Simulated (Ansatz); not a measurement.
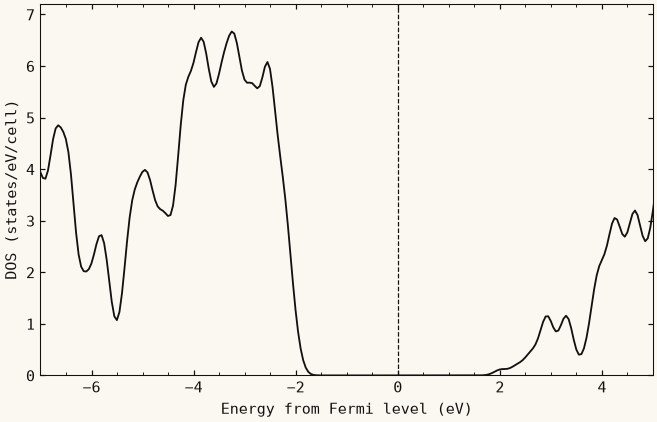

Density of states. Energies are counted from the Fermi level, put mid-gap where there is a gap. The curve is built from the levels of the k mesh with Gaussians 0.3 eV wide, which also blur the band edges.

System: Al₃GaN₄, space group P-43m, 8 atoms in the cell.

```cif
data_structure
_symmetry_space_group_name_H-M 'P 1'
_symmetry_Int_Tables_number 1
_cell_length_a 4.4012
_cell_length_b 4.4012
_cell_length_c 4.4012
_cell_angle_alpha 90.000
_cell_angle_beta 90.000
_cell_angle_gamma 90.000
_cell_volume 85.26
loop_
_atom_site_label
_atom_site_type_symbol
_atom_site_fract_x
_atom_site_fract_y
_atom_site_fract_z
_atom_site_occupancy
Al1 Al 0.50000 0.50000 0.00000 1
Al2 Al 0.50000 0.00000 0.50000 1
Al3 Al 0.00000 0.50000 0.50000 1
Ga1 Ga 0.00000 0.00000 0.00000 1
N1 N 0.74446 0.74446 0.25554 1
N2 N 0.74446 0.25554 0.74446 1
N3 N 0.25554 0.74446 0.74446 1
N4 N 0.25554 0.25554 0.25554 1
```

Computed with Ansatz 0.2.0: DFT, r2SCAN, plane waves, PAW, no spin polarisation, 6×6×6 k mesh, 500 eV cutoff.

### Metal or insulator, going by the density of states?

There is a gap; over the k points computed it is 4.01 eV (direct among those points).
